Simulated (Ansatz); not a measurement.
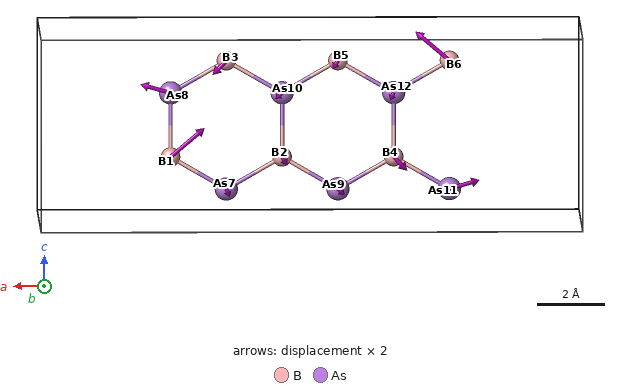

A relaxation of a wire of composition BAs. The starting structure is drawn; purple arrows show the displacements (the part carried along by the change of the cell is left out), 2 times their true length.

Style: ball-and-stick. Shown: the cell of the calculation, with the vacuum cut short, from a free direction.

Case: armchair ribbon, 6 formula units a period.

Level of theory: DFT PBEsol, scalar-relativistic, plane waves, PAW (Ansatz). Settings: plane-wave cutoff 420 eV; k-point mesh 1 × 1 × 6; occupations gaussian; smearing width 0.05 eV; no spin polarisation; cell relaxed at fixed a, b, alpha, beta, gamma; force threshold 0.02 eV/Å; at most 45 steps.

Describe the change and its energy.

The largest moves relative to the centre of the atoms, 0.68 Å, are those of B1 and B6. By element the largest moves are B 0.68 Å, As 0.48 Å. Along the periodic axis the drawn cell goes c 5.823 → 5.622 Å (−3.4 %). Some distances before and after: B1–As8 1.941 → 1.844 Å, B3–As8 1.941 → 2.020 Å, B3–As7 1.941 → 1.987 Å, B3–As10 1.941 → 1.963 Å. Among the angles between lasting bonds that change: As7–B1–As8 120.0° → 172.8°, B1–As8–B3 120.0° → 75.0°, B1–As7–B2 120.0° → 100.6°. Over 8 accepted moves (10 points after the start) the energy falls by 2.616 eV per cell of the calculation. Largest force component: 2.2 eV/Å at the start, 0.0089 eV/Å at the end. The line search rejected the trial step at point 6 of the run. The SCF was repeated once at an unchanged geometry on a basis and grid sized afresh for the cell, which shifted the energy by 2.6 meV per cell of the calculation at most.
